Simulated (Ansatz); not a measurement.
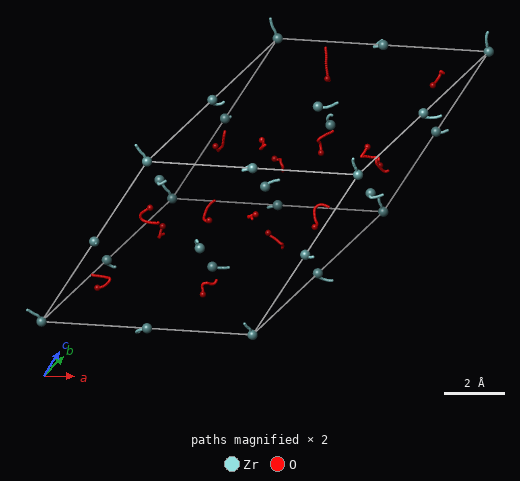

A Born-Oppenheimer molecular dynamics run of a 24-atom cell of ZrO2 (built on the measured structure type), 45 fs long. Dots mark each atom's position at evenly spaced times, in the colour of its element; spheres stand at the starting positions. The excursions are magnified 2 times. Seen from a free direction in the reduced simulation cell.

The calculation used DFT, PBE, plane waves, PAW (Ansatz). Set-up: plane-wave cutoff 420 eV; k-point mesh 2 × 2 × 2; Fermi-Dirac smearing 0.146 eV; Langevin thermostat and barostat (NPT); set temperature 1700 K; time step 1.5 fs.

Q: Describe the motion.

A: Root-mean-square distances from the starting positions over the second half, with the common drift of all atoms taken out: O 0.25 Å, Zr 0.19 Å. The run lasts only 45 fs, too short to tell vibration from diffusion. The conserved quantity stays between −0.037 and 0.48 meV per atom of its start. A straight-line fit has a slope that amounts to −0.092 meV per atom over 45 fs (under 0.1 % of the mean kinetic energy), its mean offset in the second half is under 0.1 %, and the ripple about the line is 0.5 % of the kinetic energy's fluctuation. With a drift under 2 % and a ripple under 7 %, the integration is accurate.

The run took 4 min on 4 threads of Arm Neoverse N1, on a shared host, peak memory 1.3 GiB.
